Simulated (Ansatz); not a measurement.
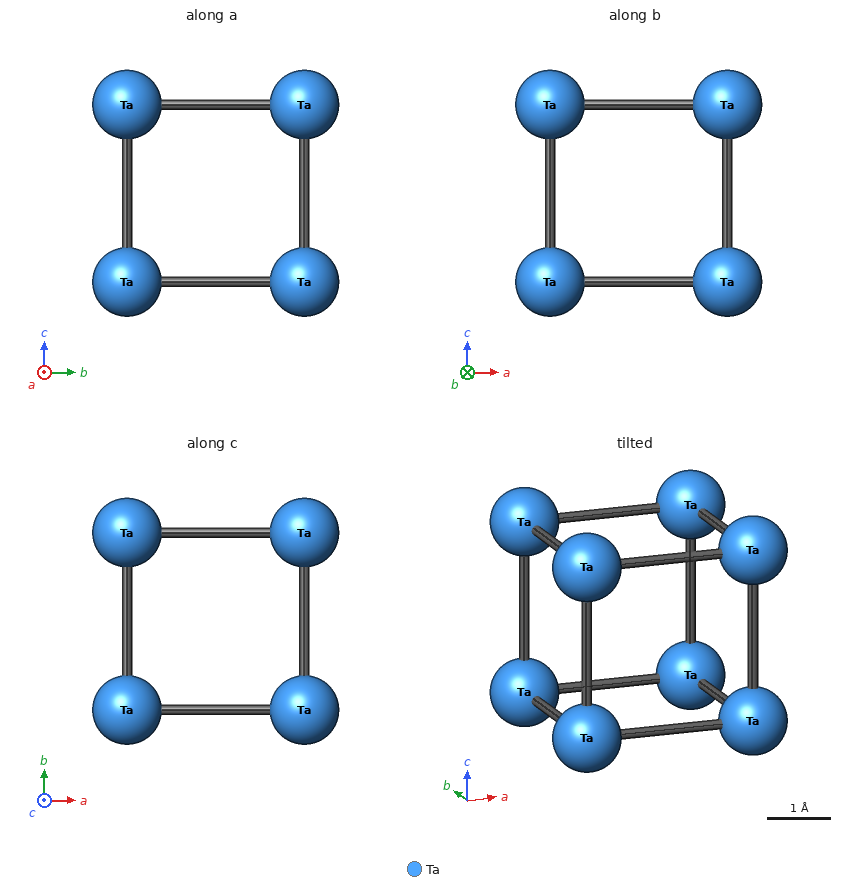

This ball-and-stick model is shown along the a axis, along the b axis, along the c axis and slightly off an axis. Lines trace the edges of the conventional unit cell.

Lattice parameters: a = 2.8612 Å, b = 2.8612 Å, c = 2.8612 Å, α = 90.000°, β = 90.000°, γ = 90.000°.

Question: Write down what is shown as a CIF with its space group and independent sites.

Answer:
```cif
data_structure
_symmetry_space_group_name_H-M 'P m -3 m'
_symmetry_Int_Tables_number 221
_cell_length_a 2.8612
_cell_length_b 2.8612
_cell_length_c 2.8612
_cell_angle_alpha 90.000
_cell_angle_beta 90.000
_cell_angle_gamma 90.000
_cell_volume 23.42
loop_
_atom_site_label
_atom_site_type_symbol
_atom_site_symmetry_multiplicity
_atom_site_Wyckoff_symbol
_atom_site_fract_x
_atom_site_fract_y
_atom_site_fract_z
_atom_site_occupancy
Ta1 Ta 1 a 0.0000 0.0000 0.0000 1
```

Origin of the cell: a structure type filled with this element by a generator (whether the element takes this form wasn't checked). Earlier steps of the study may have refined or changed the cell and positions. An electronic-structure calculation with Ansatz was run on it.

At this level of theory the cell isn't at rest (stretched, at -12 GPa), so its distances can differ from those at equilibrium, the more so the softer the solid.
